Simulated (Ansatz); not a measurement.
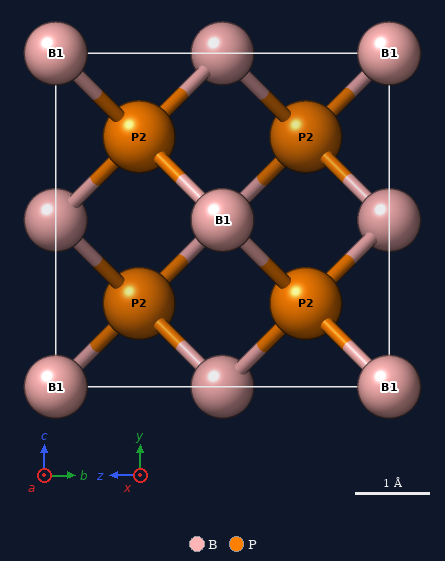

Energy scan for crystalline BP (F-43m), in which the cell is strained along y alone, with the atoms kept at their fractional coordinates. x, y and z are the Cartesian axes of the input. The picture shows the reference cell. A ball-and-stick model of the conventional cell (4 times the calculation's cell), seen along the a axis. Lengths and directions refer to the drawn axes.

These are results of Ansatz 0.2.0, DFT PBE, scalar-relativistic, plane waves, PAW, not measurements. Settings: plane-wave cutoff 420 eV; k-point mesh 10 × 10 × 10; occupations gaussian; smearing width 0.05 eV; no spin polarisation. Energies (free energies at the smearing named) are counted from the cell as listed in its source, which wasn't relaxed.

The input:
```yaml
crystal:
  lattice:
    - [0.0, 2.269, 2.269]
    - [2.269, 0.0, 2.269]
    - [2.269, 2.269, 0.0]
  atoms:
    - { symbol: B, position: [0.0, 0.0, 0.0] }
    - { symbol: P, position: [0.75, 0.75, 0.75] }
basis:
  ecutwfc: 420
kpoints:
  mp_grid: { grid: [10, 10, 10] }
hamiltonian:
  xc: pbe
scf:
  occupations: { method: gaussian, width: 0.05 }
output:
  forces: true
  stress: true
  eigenvalues: true
  write_density: true
  write_potential: true
  elf: true
  volumetric_format: npy
```

Run as
```bash
ansatz run input.yaml --threads 1 --pin off --max-ram 2560MiB --backend cpu --events-out ev --progress --plain --runs-dir out
```

### Predict the energy profile (the strain: −0.0200, −0.0150, −0.0100, −0.0050, 0.0000, 0.0050, 0.0100, 0.0150, 0.0175, 0.0200).

```tsv
strain	ΔE (meV/atom)
−0.0200	6.75
−0.0150	4.09
−0.0100	2.09
−0.0050	0.73
0.0000	0.00
0.0050	−0.09
0.0100	0.43
0.0150	1.57
0.0175	2.37
0.0200	3.31
```

The lowest computed point lies at the strain 0.005 (−0.09 meV/atom). The unrelaxed reference is under a pressure of 1.1 GPa, which tilts the curve. The distortion takes the space group from F-43m to I-4m2. At the strain −0.02 the cell of the drawing goes c 4.538 → 4.447 Å.

The computed profile:

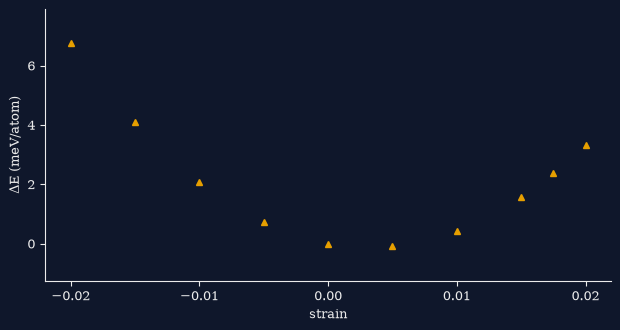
